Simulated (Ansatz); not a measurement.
# Two runs on Sn

System: Sn (Pm-3m, 1 atom in the cell).
Method of run A: DFT, PBE, all-electron LAPW, no spin polarisation (Ansatz 0.2.0).

Text and figures count atoms from 1; the logs count them from 0 in places.

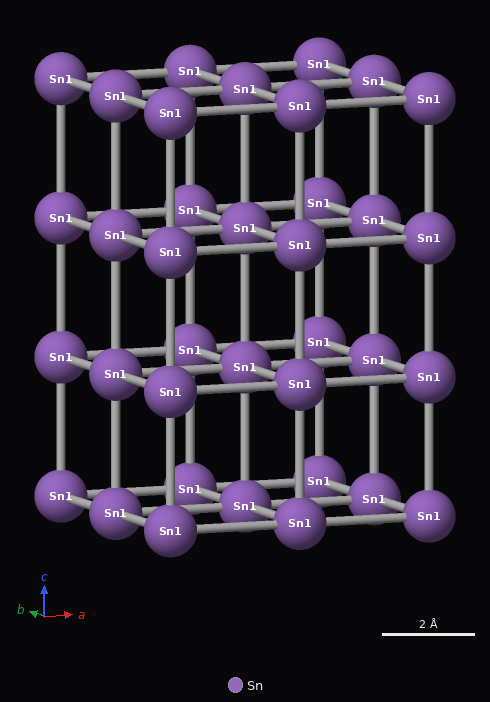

Figure 1. The structure (ball-and-stick view of the cell of the calculation, repeated 2 × 2 × 3, seen slightly off an axis; atoms are numbered from 1 in the order of the input). An atom can appear more than once, as a periodic image. Near neighbours in the periodic cell (some may lie outside the picture): Sn has 6 Sn at 3.07 Å.

The input, run A:
```yaml
crystal:
  lattice:
    - [3.0666787117, 0.0, 0.0]
    - [0.0, 3.0666787117, 0.0]
    - [0.0, 0.0, 3.0666787117]
  atoms:
    - { symbol: Sn, position: [0.0, 0.0, 0.0] }
kpoints:
  mp_grid: { grid: [14, 14, 14], shift: [0.5, 0.5, 0.5] }
scf:
  occupations: { method: fermi_dirac, width: 0.03 }
hamiltonian:
  xc: pbe
  pseudopotentials: { kind: all_electron, lapw: { basis_error: 0.001 } }
output:
  forces: true
  stress: true
  eigenvalues: true
```

Command:
```bash
ansatz run input.yaml --threads 1 --pin off --max-ram 2048MiB --backend cpu --events-out ev --progress --plain --runs-dir out
```

Hardware: 1 thread of Arm Neoverse V1, 24 GiB of memory available, shared host.

Output, shortened to warnings, some set-up lines, iterations and results (run A):
```
Basis set: ecut = 204.1028881866434 eV, 179 PW (Γ), exchange–correlation at level 2
Symmetry: 48 space group operations
k-points: 84 of 2744
Initial density: superposition of atomic densities (chi_scale 0.1, normalization cell)
[...]
SCF iter   1: F=—  HF=-168089.359112 eV  |F-HF|=—  |Δ(HF+E_count)|=         —  Δρ=7.97e-3  dr2=1.17e-2  ethr=5.30e-5  ⟨swp⟩=3.3  Hψ=9023  notcnv=0
SCF iter   2: F=—  HF=-168089.352265 eV  |F-HF|=—  |Δ(HF+E_count)|=   6.85e-3  Δρ=5.41e-3  dr2=7.03e-3  ethr=5.30e-5  ⟨swp⟩=2.0  Hψ=3935  notcnv=0
SCF iter   3: F=—  HF=-168089.354849 eV  |F-HF|=—  |Δ(HF+E_count)|=   2.58e-3  Δρ=2.11e-3  dr2=1.09e-3  ethr=3.20e-5  ⟨swp⟩=2.0  Hψ=3727  notcnv=0
SCF iter   4: F=—  HF=-168089.355327 eV  |F-HF|=—  |Δ(HF+E_count)|=   4.78e-4  Δρ=2.01e-4  dr2=1.40e-5  ethr=6.30e-8  ⟨swp⟩=2.2  Hψ=6262  notcnv=0
SCF iter   5: F=—  HF=-168089.355335 eV  |F-HF|=—  |Δ(HF+E_count)|=   7.98e-6  Δρ=2.26e-5  dr2=1.33e-7  ethr=6.30e-8  ⟨swp⟩=2.9  Hψ=3746  notcnv=0
SCF iter   6: F=-168089.355336 eV  HF=-168089.355336 eV  |F-HF|=3.06e-9  |Δ(HF+E_count)|=   3.85e-7  Δρ=2.34e-6  dr2=1.23e-9  ethr=6.06e-10  ⟨swp⟩=3.0  Hψ=3792  notcnv=0
SCF 1 converged in 6 iterations: F = -168089.355336 eV  dr2 = 1.23e-9
SCF converged after 6 iterations
Free energy (F): -168089.355336 eV
Harris-Foulkes:  -168089.355336 eV  (|F-HF|=3.06e-9)
Internal energy: -168089.353356 eV  (E = F + TS)
E sigma→0 (E₀):  -168089.354346 eV
Entropy (-TS):   -0.001979 eV (-1.979 meV/atom)
Fermi energy:    12.564027 eV
--- Per-component energies (eV) ---
  E_band       = -724.333953
  E_kinetic    = 176783.650791
  E_xc         = -4497.638636
  E_electrostatic = -340375.365511  (all electrons and nuclei)
  E_smearing   = -0.001979  (= −TS)
  E_closure    = 0.000000  (closes the sum)
  E_atoms      = -168085.610346  (free atoms, spherical and without spin; not in F)
  Σ components = -168089.355336   (vs F -168089.355336, Δ=0.00e0)
  Basis errors (estimates in eV, not in F): energy 3.2e-4 per atom: plane waves 3.1e-4 (1.7e-4 summed), levels above the bands 1.8e-88, relativity 1.5e-8, radial functions 5.1e-6, core shells 2.2e-9; eigenvalues (radial functions only) 2.1e-6; not estimated: angular momenta, meshes, grids; target …
--- Forces (eV/Å), atoms counted from 1 ---
  atom   1  Sn    -0.00000000     0.00000000     0.00000000
  max |Σ_I F_I| component: 3.85e-34 eV/Å
--- Stress (GPa, compression-positive) ---
        1.042108       0.000000       0.000000
        0.000000       1.042108       0.000000
        0.000000       0.000000       1.042108
  P = ⅓ Tr σ = 1.0421 GPa (10.421 kbar)
```

For run B the input was changed thus:
```diff
-  mp_grid: { grid: [14, 14, 14], shift: [0.5, 0.5, 0.5] }
+  mp_grid: { grid: [14, 14, 14] }
```

Predict how the results change.

The free energy of run B is 7.5 meV per atom lower, which measures how much it depends on this numerical setting. The number of SCF iterations is the same. The irreducible k-points go from 84 to 120.

Output, shortened to warnings, some set-up lines, iterations and results (run B):
```
Basis set: ecut = 204.1028881866434 eV, 179 PW (Γ), exchange–correlation at level 2
Symmetry: 48 space group operations
k-points: 120 of 2744
Initial density: superposition of atomic densities (chi_scale 0.1, normalization cell)
[...]
SCF iter   1: F=—  HF=-168089.366803 eV  |F-HF|=—  |Δ(HF+E_count)|=         —  Δρ=7.90e-3  dr2=1.14e-2  ethr=5.15e-5  ⟨swp⟩=3.2  Hψ=12866  notcnv=0
SCF iter   2: F=—  HF=-168089.359802 eV  |F-HF|=—  |Δ(HF+E_count)|=   7.00e-3  Δρ=5.33e-3  dr2=6.76e-3  ethr=5.15e-5  ⟨swp⟩=2.0  Hψ=5611  notcnv=0
SCF iter   3: F=—  HF=-168089.362342 eV  |F-HF|=—  |Δ(HF+E_count)|=   2.54e-3  Δρ=2.08e-3  dr2=1.05e-3  ethr=3.07e-5  ⟨swp⟩=2.0  Hψ=5329  notcnv=0
SCF iter   4: F=—  HF=-168089.362821 eV  |F-HF|=—  |Δ(HF+E_count)|=   4.79e-4  Δρ=2.05e-4  dr2=1.42e-5  ethr=6.41e-8  ⟨swp⟩=2.2  Hψ=8968  notcnv=0
SCF iter   5: F=—  HF=-168089.362830 eV  |F-HF|=—  |Δ(HF+E_count)|=   8.63e-6  Δρ=2.24e-5  dr2=1.30e-7  ethr=6.41e-8  ⟨swp⟩=2.9  Hψ=5345  notcnv=0
SCF iter   6: F=-168089.362830 eV  HF=-168089.362830 eV  |F-HF|=3.09e-9  |Δ(HF+E_count)|=   3.75e-7  Δρ=2.33e-6  dr2=1.22e-9  ethr=5.89e-10  ⟨swp⟩=3.0  Hψ=5415  notcnv=0
SCF 1 converged in 6 iterations: F = -168089.362830 eV  dr2 = 1.22e-9
SCF converged after 6 iterations
Free energy (F): -168089.362830 eV
Harris-Foulkes:  -168089.362830 eV  (|F-HF|=3.09e-9)
Internal energy: -168089.361111 eV  (E = F + TS)
E sigma→0 (E₀):  -168089.361970 eV
Entropy (-TS):   -0.001720 eV (-1.720 meV/atom)
Fermi energy:    12.470193 eV
--- Per-component energies (eV) ---
  E_band       = -724.411530
  E_kinetic    = 176783.627392
  E_xc         = -4497.635404
  E_electrostatic = -340375.353099  (all electrons and nuclei)
  E_smearing   = -0.001720  (= −TS)
  E_closure    = 0.000000  (closes the sum)
  E_atoms      = -168085.610346  (free atoms, spherical and without spin; not in F)
  Σ components = -168089.362830   (vs F -168089.362830, Δ=0.00e0)
  Basis errors (estimates in eV, not in F): energy 3.2e-4 per atom: plane waves 3.1e-4 (1.7e-4 summed), levels above the bands 5.2e-89, relativity 1.4e-8, radial functions 5.0e-6, core shells 2.2e-9; eigenvalues (radial functions only) 2.6e-6; not estimated: angular momenta, meshes, grids; target …
--- Forces (eV/Å), atoms counted from 1 ---
  atom   1  Sn    -0.00000000     0.00000000    -0.00000000
  max |Σ_I F_I| component: 4.11e-33 eV/Å
--- Stress (GPa, compression-positive) ---
        0.985467       0.000000       0.000000
        0.000000       0.985467       0.000000
        0.000000       0.000000       0.985467
  P = ⅓ Tr σ = 0.9855 GPa (9.855 kbar)
```

The two runs side by side:

| quantity | run A | run B |
| --- | --- | --- |
| outcome | converged | converged |
| free energy per atom (eV) | −168089.3553 | −168089.3628 |
| energy per atom, smearing taken to zero (eV) | −168089.3543 | −168089.3620 |
| pressure (GPa) | 1.04 | 0.99 |
| largest force (eV/Å) | 0.000 | 0.000 |
| SCF iterations | 6 | 6 |
| irreducible k-points | 84 | 120 |
| plane waves at Γ | 179 | 179 |
| wall time (shared host) | 6.7 s | 9.2 s |
